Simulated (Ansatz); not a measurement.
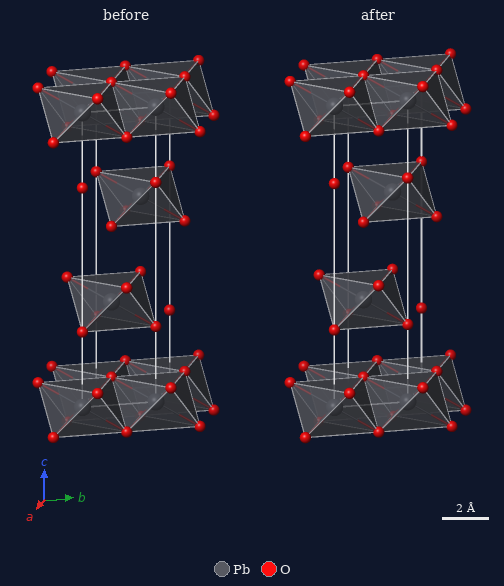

Left: a crystal of PbO2 (built on the CdCl2 type). Right: the same structure after one change, at the same scale. A polyhedral model of the conventional cell (3 times the calculation's cell), seen slightly off an axis. Lengths and directions refer to the drawn axes.

Method: DFT PBE, scalar-relativistic, plane waves, PAW in Ansatz 0.2.0. Settings: plane-wave cutoff 420 eV; k-point mesh 12 × 12 × 12; occupations gaussian; smearing width 0.05 eV; no spin polarisation.

Which change leads from the left to the right?

Answer. The volume is changed by +2.0 %. The cell's shape and the atoms are relaxed at that volume.

And its effect?

Answer. Cell: a = b 3.446 → 3.443 Å (−0.1 %), c 13.344 → 13.636 Å (+2.2 %). Volume +2.0 %. The largest moves relative to the cell, 0.018 Å, are those of O atoms. Pb stays in place. The space group stays R-3m (No. 166). The energy changes by less than 1 meV per atom. The pressure goes from 0.0 to −0.3 GPa. The gap on the k-mesh: 0.13 eV before, 0.22 eV after.
